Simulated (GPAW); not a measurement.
# Core-hole calculation of the Zn K edge in ZnSe (Stilleite, F-43m), part 3 of 3

How does the Zn K edge of ZnSe (Stilleite, F-43m) move when the bonds are compressed or stretched?

GPAW 26.7.0; X-ray absorption from dipole matrix elements to empty bands, plane-wave PAW PBE.

So far. Step 4 (Spectrum with FCH, Zn atom 2): The hole costs E(hole) − E(ground) = 9686.44 eV, and the lowest empty level of the hole cell on the spectrum's mesh lies at 4.87 eV, which puts the zero at 9691.31 eV. One term is added: -30.96 eV, since the hole is spin-paired here and a spin-polarised one costs that much less in the free atom (computed apart). The photon energy is then 9660.35 eV. The tabulated edge of the element is 9659 eV.

## (8) Spectrum with FCH, Zn atom 2

Shorter bonds are expected to push antibonding states and scattering resonances up, and longer ones down; the cell is scaled to test that.

Changed against the first core-hole run: volume scale from 1 to 0.97.

File xas.py:

```python
import numpy as np
from ase import Atoms
from ase.parallel import parprint, paropen
from gpaw import GPAW, PW, FermiDirac, Mixer, MixerDif, setup_paths
from gpaw.test import gen
setup_paths.insert(0, '.')
gen('Zn', name='fch1s', xcname='PBE', corehole=(1, 0, 1), write_xml=True)
from gpaw.mpi import world
world.barrier()

atoms = Atoms('Se4Zn4',
    cell=[[0, 0, 5.6103476],
     [5.6103476, 0, 0],
     [0, 5.6103476, 0]],
    scaled_positions=[[0.75, 0.75, 0.75],
     [0.75, 0.25, 0.25],
     [0.25, 0.25, 0.75],
     [0.25, 0.75, 0.25],
     [0, 0, 0],
     [0, 0.5, 0.5],
     [0.5, 0.5, 0],
     [0.5, 0, 0.5]],
    pbc=True)
atoms.calc = calc = GPAW(legacy_gpaw=True, mode=PW(430, force_complex_dtype=True), xc='PBE', setups={4: 'fch1s'},
    kpts={'size': (3, 3, 3), 'gamma': True}, occupations=FermiDirac(0.02),
    charge=0, mixer=Mixer(0.1, 5, 50), maxiter=150,
    convergence={'density': 0.0001, 'eigenstates': 1e-6}, txt='scf.txt')
energy = atoms.get_potential_energy() + calc.get_reference_energy()
ef = calc.get_fermi_level()
out = dict(energy=energy, fermi=ef, forces=atoms.get_forces().tolist())
parprint(f'all-electron energy {energy:.4f} eV, Fermi level {ef:.4f} eV')
ev = np.array([[calc.get_eigenvalues(k, s) for k in range(len(calc.get_ibz_k_points()))] for s in range(calc.get_number_of_spins())])
out['homo'], out['lumo'], out['counts'] = ev[ev < ef].max(), ev[ev > ef].min(), sorted(set((ev < ef).sum((0, 2)).tolist()))
out['filled'] = (ev[:, 0] < ef).sum(1).tolist()

from ase.units import Ha
from gpaw.xas import dipole_matrix_elements
nb = int(calc.get_number_of_electrons() / 2) + 108
top, nb = nb, nb + 8 + nb // 12
nscf = calc.fixed_density(kpts={'size': (4, 4, 4), 'gamma': True}, nbands=nb,
    convergence={'bands': top, 'eigenstates': 5e-3}, maxiter=60, txt='nscf.txt')
cell = atoms.cell.array
ops = [cell.T @ U.T @ np.linalg.inv(cell.T) for U in nscf.wfs.kd.symmetry.op_scc]
filled = [36]  # bands filled in the ground state, by spin
E = np.arange(-6, 34, 0.1)
fwhm = np.interp(E, [4, 25], [1.67, 3.5])
Y, X, zero, highest = 0, 0, 1e9, 1e9
for spin in range(nscf.get_number_of_spins()):
    wfs = nscf.wfs
    mine = wfs.bd.get_slice()  # this rank's bands
    A = dipole_matrix_elements(wfs.setups[4])
    eps = np.zeros((wfs.kd.nibzkpts, nb))
    d = np.zeros((3, A.shape[1], wfs.kd.nibzkpts, nb), complex)
    for kpt in wfs.kpt_u:
        if kpt.s == spin and 4 in kpt.P_ani:
            eps[kpt.k, mine] = kpt.eps_n * Ha
            d[:, :, kpt.k, mine] = (kpt.weight * wfs.nspins / 2) ** 0.5 * np.inner(A, kpt.P_ani[4])
    world.sum(eps)
    world.sum(d)
    T = np.einsum('amkn,bmkn->abkn', d, d.conj()).real
    T = sum(np.einsum('ai,ijkn,bj->abkn', R, T, R) for R in ops) / len(ops)
    empty = np.ones_like(eps, bool) & (np.arange(nb) >= filled[spin])
    zero, highest = min(zero, eps[empty].min()), min(highest, eps[:, top - 1].min())
    lines = [(eps, T, empty)] if spin == 0 else lines + [(eps, T, empty)]
for eps, T, empty in lines:
    f = np.einsum('aakn->akn', T).reshape(3, -1)
    x = eps.ravel() - zero
    w = np.interp(x, E, fwhm) / 2.35482
    g = np.exp(-0.5 * ((E[:, None] - x) / w) ** 2) / (w * (2 * np.pi) ** 0.5)
    Y = Y + (f * empty.ravel()) @ g.T
    X = X + (f * ~empty.ravel()) @ g.T
out.update(E=E.round(2).tolist(), xas=Y.tolist(), xes=X.tolist(), zero=zero, valid=highest - zero, nk=len(eps), nb=nb)
for i in range(0, len(E), 10):
    parprint(f'{E[i]:7.2f}', *(f'{v:10.3e}' for v in Y[:, i]))
import json
with paropen('out.json', 'w') as f:
    json.dump(out, f)
```

Launch:

```console
> OMP_NUM_THREADS=1 mpirun -n 4 gpaw python xas.py
```

Numbers of over 12 decimals in the logs are rounded to 6 here.

Output:

```text
Input parameters:
  convergence: {density: 0.0001,
                eigenstates: 1e-06}
  kpts: {gamma: True,
         size: (3, 3, 3)}
  maxiter: 150
  mixer: {backend: pulay,
          beta: 0.1,
          method: separate,
          nmaxold: 5,
          weight: 50}
  mode: {ecut: 430.0,
         force_complex_dtype: True,
         name: pw}
  occupations: {fixmagmom: False,
                name: fermi-dirac,
[...]
*d    :    -0.022506
--------------------------------

Diagonalizing with gridspacing h=0.050

state   all-electron     PAW
-------------------------------
4s:      -0.591866    -0.592148
4p:      -0.335189    -0.335391
3d:      -1.022506    -1.022962
*f:                   -0.019081
-------------------------------
all-electron energy -450197.4482 eV, Fermi level 4.6586 eV
[...]
32.00  1.263e-07  1.263e-07  1.263e-07
  33.00  1.287e-07  1.287e-07  1.287e-07
[key lines of the parts left out:]
Converged after 15 iterations.
Dipole moment: (-0.000000, -0.000000, -0.000000) |e|*Ang
Free energy:    -36.785728
Fermi level: 4.65864
```

The job ended after 43 s (4 MPI ranks of Arm Neoverse V1, shared host; peak memory 0.26 GiB; 2.8 min of CPU time).

```
E (eV)  first run  this run
  -2.0       0.00      0.00
  -1.0       0.00      0.00
   0.0       0.01      0.02
   1.0       0.14      0.17
   2.0       0.53      0.61
   3.0       1.12      1.14
   4.0       1.59      1.61
   5.0       2.20      2.14
   6.0       1.60      1.49
   7.0       0.97      0.93
   8.0       1.02      1.01
   9.0       0.94      0.95
  10.0       0.85      0.86
  11.0       0.93      0.93
  12.0       1.14      1.13
  13.0       1.22      1.21
  14.0       1.09      1.10
  15.0       0.92      0.96
  16.0       0.78      0.81
  17.0       0.78      0.77
  18.0       0.85      0.84
  19.0       0.82      0.83
  20.0       0.74      0.74
  21.0       0.74      0.73
  22.0       0.81      0.79
  23.0       0.84      0.83
  24.0       0.83      0.82
  25.0       0.83      0.82
  26.0       0.86      0.85
  27.0       0.90      0.89
  28.0       0.91      0.91
  29.0       0.90      0.91
  30.0       0.86      0.88
  31.0       0.80      0.81
  32.0       0.77      0.76
```

The scaled spectrum changes by 3 % r.m.s. The highest intensity below 24 eV stays at 5.0 eV.

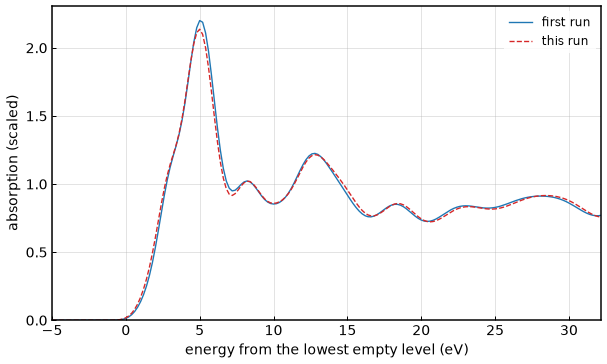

The effect of the change (volume scale from 1 to 0.97).

The photon energy of the zero moves by +0.17 eV.

## (9) Supercell without a hole, the energy reference

The cell changes for the next run, so it gets a reference energy of its own.

The cell differs from the one that the last finished run ended in (a 5.610 → 5.724 Å, b 5.610 → 5.724 Å, c 5.610 → 5.724 Å).

File scf.py:

```python
import numpy as np
from ase import Atoms
from ase.parallel import parprint, paropen
from gpaw import GPAW, PW, FermiDirac, Mixer, MixerDif, setup_paths
from gpaw.test import gen
setup_paths.insert(0, '.')
gen('Zn', name='nch1s', xcname='PBE', corehole=(1, 0, 0), write_xml=True)
from gpaw.mpi import world
world.barrier()

atoms = Atoms('Se4Zn4',
    cell=[[0, 0, 5.7237185],
     [5.7237185, 0, 0],
     [0, 5.7237185, 0]],
    scaled_positions=[[0.75, 0.75, 0.75],
     [0.75, 0.25, 0.25],
     [0.25, 0.25, 0.75],
     [0.25, 0.75, 0.25],
     [0, 0, 0],
     [0, 0.5, 0.5],
     [0.5, 0.5, 0],
     [0.5, 0, 0.5]],
    pbc=True)
atoms.calc = calc = GPAW(legacy_gpaw=True, mode=PW(430, force_complex_dtype=True), xc='PBE', setups={4: 'nch1s'},
    kpts={'size': (3, 3, 3), 'gamma': True}, occupations=FermiDirac(0.02),
    charge=0, mixer=Mixer(0.1, 5, 50), maxiter=150,
    convergence={'density': 0.0001, 'eigenstates': 1e-6}, txt='scf.txt')
energy = atoms.get_potential_energy() + calc.get_reference_energy()
ef = calc.get_fermi_level()
out = dict(energy=energy, fermi=ef, forces=atoms.get_forces().tolist())
parprint(f'all-electron energy {energy:.4f} eV, Fermi level {ef:.4f} eV')
ev = np.array([[calc.get_eigenvalues(k, s) for k in range(len(calc.get_ibz_k_points()))] for s in range(calc.get_number_of_spins())])
out['homo'], out['lumo'], out['counts'] = ev[ev < ef].max(), ev[ev > ef].min(), sorted(set((ev < ef).sum((0, 2)).tolist()))
out['filled'] = (ev[:, 0] < ef).sum(1).tolist()
import json
with paropen('out.json', 'w') as f:
    json.dump(out, f)
```

Launch:

```console
> OMP_NUM_THREADS=1 mpirun -n 4 gpaw python scf.py
```

Output:

```text
Input parameters:
  convergence: {density: 0.0001,
                eigenstates: 1e-06}
  kpts: {gamma: True,
         size: (3, 3, 3)}
  maxiter: 150
  mixer: {backend: pulay,
          beta: 0.1,
          method: separate,
          nmaxold: 5,
          weight: 50}
  mode: {ecut: 430.0,
         force_complex_dtype: True,
         name: pw}
  occupations: {fixmagmom: False,
                name: fermi-dirac,
[...]
*s    :     0.780349
4p(0) :    -0.041035     1.007410
*p    :     0.958965
3d(10):    -0.372700     0.153765
*d    :     0.627300
--------------------------------

Diagonalizing with gridspacing h=0.050

state   all-electron     PAW
-------------------------------
4s:      -0.219651    -0.219820
4p:      -0.041035    -0.041071
3d:      -0.372700    -0.373322
*f:                    0.071886
-------------------------------
all-electron energy -459883.7396 eV, Fermi level 4.0447 eV
[key lines of the parts left out:]
Converged after 15 iterations.
Dipole moment: (-0.000000, -0.000000, -0.000000) |e|*Ang
Free energy:    -24.303771
Fermi level: 4.04471
```

It took 11 s on 4 MPI ranks; peak memory 0.22 GiB; 42 s of CPU time.

Reference energy: -459883.740 eV with the cores included.

## (10) Spectrum with FCH, Zn atom 2

Shorter bonds are expected to push antibonding states and scattering resonances up, and longer ones down; the cell is scaled to test that.

Changed against the first core-hole run: volume scale from 1 to 1.03.

xas.py: that of step 8 with these lines changed.

```diff
@@ -11,5 +11,5 @@
 atoms = Atoms('Se4Zn4',
-    cell=[[0, 0, 5.6103476],
-     [5.6103476, 0, 0],
-     [0, 5.6103476, 0]],
+    cell=[[0, 0, 5.7237185],
+     [5.7237185, 0, 0],
+     [0, 5.7237185, 0]],
     scaled_positions=[[0.75, 0.75, 0.75],
@@ -37,3 +37,3 @@
 from gpaw.xas import dipole_matrix_elements
-nb = int(calc.get_number_of_electrons() / 2) + 108
+nb = int(calc.get_number_of_electrons() / 2) + 114
 top, nb = nb, nb + 8 + nb // 12
```

Launch:

```console
> OMP_NUM_THREADS=1 mpirun -n 4 gpaw python xas.py
```

Output:

```text
Input parameters:
  convergence: {density: 0.0001,
                eigenstates: 1e-06}
  kpts: {gamma: True,
         size: (3, 3, 3)}
  maxiter: 150
  mixer: {backend: pulay,
          beta: 0.1,
          method: separate,
          nmaxold: 5,
          weight: 50}
  mode: {ecut: 430.0,
         force_complex_dtype: True,
         name: pw}
  occupations: {fixmagmom: False,
                name: fermi-dirac,
[...]
*d    :    -0.022506
--------------------------------

Diagonalizing with gridspacing h=0.050

state   all-electron     PAW
-------------------------------
4s:      -0.591866    -0.592148
4p:      -0.335189    -0.335391
3d:      -1.022506    -1.022962
*f:                   -0.019081
-------------------------------
all-electron energy -450197.0229 eV, Fermi level 3.9982 eV
[...]
32.00  1.297e-07  1.297e-07  1.297e-07
  33.00  1.393e-07  1.393e-07  1.393e-07
[key lines of the parts left out:]
Converged after 15 iterations.
Dipole moment: (-0.000000, -0.000000, -0.000000) |e|*Ang
Free energy:    -36.360403
Fermi level: 3.99816
```

Wall time 47 s (4 MPI ranks); peak memory 0.27 GiB.

```
E (eV)  first run  this run
  -2.0       0.00      0.00
  -1.0       0.00      0.00
   0.0       0.01      0.01
   1.0       0.14      0.11
   2.0       0.53      0.47
   3.0       1.12      1.09
   4.0       1.59      1.58
   5.0       2.20      2.26
   6.0       1.60      1.72
   7.0       0.97      1.02
   8.0       1.02      1.02
   9.0       0.94      0.93
  10.0       0.85      0.85
  11.0       0.93      0.94
  12.0       1.14      1.16
  13.0       1.22      1.22
  14.0       1.09      1.06
  15.0       0.92      0.88
  16.0       0.78      0.76
  17.0       0.78      0.78
  18.0       0.85      0.85
  19.0       0.82      0.80
  20.0       0.74      0.73
  21.0       0.74      0.76
  22.0       0.81      0.83
  23.0       0.84      0.85
  24.0       0.83      0.83
  25.0       0.83      0.84
  26.0       0.86      0.88
  27.0       0.90      0.90
  28.0       0.91      0.91
  29.0       0.90      0.89
  30.0       0.86      0.84
  31.0       0.80      0.79
  32.0       0.77      0.79
```

Against the first run the r.m.s. difference is 3 %. The highest intensity below 24 eV goes from 5.0 eV (2.20) to 5.2 eV (2.27).

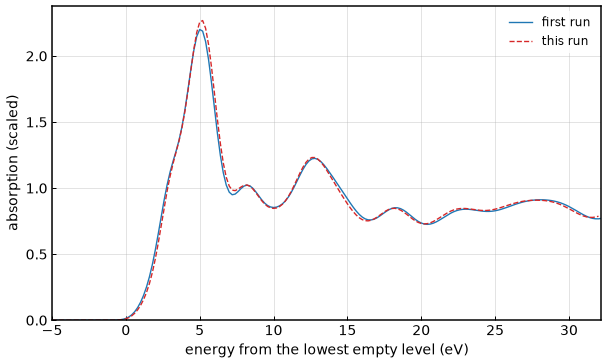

The effect of the change (volume scale from 1 to 1.03).

The photon energy of the zero moves by -0.16 eV.

## (11) Reference energy of the supercell

The cell changes for the next run, so it gets a reference energy of its own.

The cell differs from the one that the last finished run ended in (a 5.724 → 5.779 Å, b 5.724 → 5.779 Å, c 5.724 → 5.779 Å).

scf.py: that of step 9 with these lines changed.

```diff
@@ -11,5 +11,5 @@
 atoms = Atoms('Se4Zn4',
-    cell=[[0, 0, 5.7237185],
-     [5.7237185, 0, 0],
-     [0, 5.7237185, 0]],
+    cell=[[0, 0, 5.77875763],
+     [5.77875763, 0, 0],
+     [0, 5.77875763, 0]],
     scaled_positions=[[0.75, 0.75, 0.75],
```

Launch:

```console
> OMP_NUM_THREADS=1 mpirun -n 4 gpaw python scf.py
```

Output:

```text
Input parameters:
  convergence: {density: 0.0001,
                eigenstates: 1e-06}
  kpts: {gamma: True,
         size: (3, 3, 3)}
  maxiter: 150
  mixer: {backend: pulay,
          beta: 0.1,
          method: separate,
          nmaxold: 5,
          weight: 50}
  mode: {ecut: 430.0,
         force_complex_dtype: True,
         name: pw}
  occupations: {fixmagmom: False,
                name: fermi-dirac,
[...]
*s    :     0.780349
4p(0) :    -0.041035     1.007410
*p    :     0.958965
3d(10):    -0.372700     0.153765
*d    :     0.627300
--------------------------------

Diagonalizing with gridspacing h=0.050

state   all-electron     PAW
-------------------------------
4s:      -0.219651    -0.219820
4p:      -0.041035    -0.041071
3d:      -0.372700    -0.373322
*f:                    0.071886
-------------------------------
all-electron energy -459883.7248 eV, Fermi level 3.7424 eV
[key lines of the parts left out:]
Converged after 17 iterations.
Dipole moment: (-0.000000, -0.000000, -0.000000) |e|*Ang
Free energy:    -24.288976
Fermi level: 3.74239
```

The job ended after 12 s (4 MPI ranks; peak memory 0.22 GiB; 45 s of CPU time).

Reference energy: -459883.725 eV with the cores included.

## (12) Spectrum with FCH, Zn atom 2

Shorter bonds are expected to push antibonding states and scattering resonances up, and longer ones down; the cell is scaled to test that.

Changed against the first core-hole run: volume scale from 1 to 1.06.

xas.py: that of step 10 with these lines changed.

```diff
@@ -11,5 +11,5 @@
 atoms = Atoms('Se4Zn4',
-    cell=[[0, 0, 5.7237185],
-     [5.7237185, 0, 0],
-     [0, 5.7237185, 0]],
+    cell=[[0, 0, 5.77875763],
+     [5.77875763, 0, 0],
+     [0, 5.77875763, 0]],
     scaled_positions=[[0.75, 0.75, 0.75],
@@ -37,3 +37,3 @@
 from gpaw.xas import dipole_matrix_elements
-nb = int(calc.get_number_of_electrons() / 2) + 114
+nb = int(calc.get_number_of_electrons() / 2) + 118
 top, nb = nb, nb + 8 + nb // 12
```

Launch:

```console
> OMP_NUM_THREADS=1 mpirun -n 4 gpaw python xas.py
```

Output:

```text
Input parameters:
  convergence: {density: 0.0001,
                eigenstates: 1e-06}
  kpts: {gamma: True,
         size: (3, 3, 3)}
  maxiter: 150
  mixer: {backend: pulay,
          beta: 0.1,
          method: separate,
          nmaxold: 5,
          weight: 50}
  mode: {ecut: 430.0,
         force_complex_dtype: True,
         name: pw}
  occupations: {fixmagmom: False,
                name: fermi-dirac,
[...]
*d    :    -0.022506
--------------------------------

Diagonalizing with gridspacing h=0.050

state   all-electron     PAW
-------------------------------
4s:      -0.591866    -0.592148
4p:      -0.335189    -0.335391
3d:      -1.022506    -1.022962
*f:                   -0.019081
-------------------------------
all-electron energy -450196.7426 eV, Fermi level 3.6288 eV
[...]
32.00  1.339e-07  1.339e-07  1.339e-07
  33.00  1.431e-07  1.431e-07  1.431e-07
[key lines of the parts left out:]
Converged after 14 iterations.
Dipole moment: (-0.000000, -0.000000, -0.000000) |e|*Ang
Free energy:    -36.080072
Fermi level: 3.62880
```

It took 47 s on 4 MPI ranks; peak memory 0.28 GiB; 3.1 min of CPU time.

```
E (eV)  first run  this run
  -2.0       0.00      0.00
  -1.0       0.00      0.00
   0.0       0.01      0.01
   1.0       0.14      0.10
   2.0       0.53      0.41
   3.0       1.12      1.05
   4.0       1.59      1.58
   5.0       2.20      2.30
   6.0       1.60      1.83
   7.0       0.97      1.06
   8.0       1.02      1.03
   9.0       0.94      0.93
  10.0       0.85      0.84
  11.0       0.93      0.94
  12.0       1.14      1.18
  13.0       1.22      1.22
  14.0       1.09      1.03
  15.0       0.92      0.85
  16.0       0.78      0.75
  17.0       0.78      0.79
  18.0       0.85      0.84
  19.0       0.82      0.79
  20.0       0.74      0.73
  21.0       0.74      0.78
  22.0       0.81      0.84
  23.0       0.84      0.85
  24.0       0.83      0.84
  25.0       0.83      0.85
  26.0       0.86      0.89
  27.0       0.90      0.90
  28.0       0.91      0.90
  29.0       0.90      0.88
  30.0       0.86      0.83
  31.0       0.80      0.79
  32.0       0.77      0.82
```

Against the first run the r.m.s. difference is 6 %. The highest intensity below 24 eV goes from 5.0 eV (2.20) to 5.2 eV (2.34).

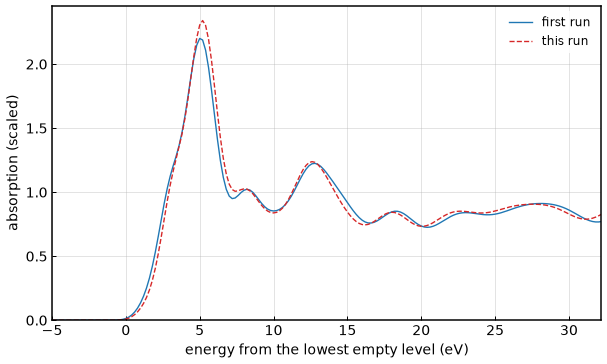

The effect of the change (volume scale from 1 to 1.06).

The photon energy of the zero moves by -0.30 eV.

## (13) The volumes side by side

```
volume  nearest distance (Å)  shift of the zero (eV)  maximum 1 (eV above own zero)  maximum 2 (eV above own zero)  maximum 3 (eV above own zero)
  0.94                 2.404                   +0.35                            4.8                           12.8                           28.8
  0.97                 2.429                   +0.17                            5.0                           12.8                           28.4
     1                 2.454                   +0.00                            5.0                           12.8                           28.0
  1.03                 2.478                   -0.16                            5.2                           12.6                           27.8
  1.06                 2.502                   -0.30                            5.2                           12.6                           27.6
```

The curves, each shifted by its zero's change so that they share one photon-energy axis, counted from the zero at V × 1:

```
E (eV)  V × 0.94  V × 0.97  V × 1  V × 1.03  V × 1.06
  -2.0      0.00      0.00   0.00      0.00      0.00
  -1.0      0.00      0.00   0.00      0.00      0.00
   0.0      0.01      0.01   0.01      0.02      0.02
   1.0      0.11      0.13   0.14      0.15      0.16
   2.0      0.48      0.51   0.53      0.56      0.59
   3.0      1.02      1.08   1.12      1.17      1.21
   4.0      1.41      1.50   1.59      1.70      1.81
   5.0      2.02      2.12   2.20      2.27      2.32
   6.0      1.69      1.65   1.60      1.56      1.52
   7.0      0.96      0.96   0.97      0.99      1.01
   8.0      0.95      0.99   1.02      1.02      1.02
   9.0      1.00      0.97   0.94      0.91      0.88
  10.0      0.87      0.86   0.85      0.85      0.85
  11.0      0.89      0.91   0.93      0.97      1.01
  12.0      1.04      1.09   1.14      1.19      1.22
  13.0      1.20      1.22   1.22      1.20      1.17
  14.0      1.16      1.13   1.09      1.03      0.97
  15.0      1.04      0.98   0.92      0.86      0.80
  16.0      0.89      0.83   0.78      0.76      0.75
  17.0      0.78      0.77   0.78      0.79      0.81
  18.0      0.81      0.83   0.85      0.85      0.84
  19.0      0.86      0.85   0.82      0.79      0.76
  20.0      0.79      0.76   0.74      0.73      0.74
  21.0      0.72      0.73   0.74      0.77      0.80
  22.0      0.75      0.78   0.81      0.83      0.85
  23.0      0.81      0.83   0.84      0.84      0.85
  24.0      0.83      0.83   0.83      0.83      0.84
  25.0      0.81      0.82   0.83      0.85      0.86
  26.0      0.82      0.84   0.86      0.88      0.89
  27.0      0.86      0.88   0.90      0.90      0.91
  28.0      0.90      0.91   0.91      0.91      0.90
  29.0      0.92      0.91   0.90      0.89      0.87
  30.0      0.91      0.89   0.86      0.83      0.81
  31.0      0.86      0.83   0.80      0.78      0.79
```

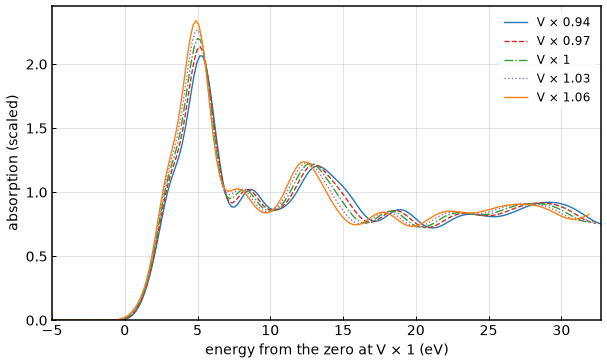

The edge at each volume, on one photon-energy scale.

## (14) Summary of results

```yaml
absorber_and_edge: Zn K, atom 2 of the ground-state input (counted from 1)
surroundings: 4 Se at 2.45 Å (tetrahedral, site symmetry -43m)
highest_intensity_below_24_ev: 5.0 eV above the zero, height 2.20
photon_energy_of_the_zero_with_the_added_terms: 9660.3 eV (raw 9691.3 eV; uncertain by a few eV)
```

From V × 0.94 to V × 1.06 the nearest distance grows by 0.098 Å and the zero moves by -0.66 eV. Above their own zero, the maxima move from 4.8 to 5.2 eV, from 12.8 to 12.6 eV and from 28.8 to 27.6 eV. The one highest in energy moves most, in the direction that the rule ΔE·R² ≈ constant for scattering resonances gives. The Zn K edge of atom 2, with 4 Se at 2.45 Å (tetrahedral, site symmetry -43m), has its highest intensity of the first 24 eV at 5.0 eV above the zero, near 9665 eV in photon energy (uncertain by a few eV), 2.2 times the mean level of the first 20 eV (Gaussian full width 1.67 eV up to 4 eV, rising linearly to 3.5 eV at 25 eV). The script folds with a Gaussian, whereas the core hole's own line is a Lorentzian, so the onset is too steep and the first peak too high. The holes are only 5.7 Å apart, so the shape is probably not converged with cell size; no larger cell was run here. The structure is a published determination, not relaxed.

[Banner, clock and machine lines of the logs are left out without a mark of their own.]

[Logs are printed without paths, hosts, clocks, repeated set-up lines and the standing remarks that a program may print on its own settings, such as how far it seeks lower states.]

[Hosts, paths, dates, database ids (printed as entryN), source tags and the programs' standing remarks are cut or masked in the printed files.]

[Lists of maxima count a maximum above −3 eV only where it reaches 4 % of the highest in the window and stands out from its surroundings by 2 % of it (1.5 % where it reaches 55 %); shoulders and weaker maxima are passed over, and of the rest the first, up to two pre-edge ones and the few strongest are named.]
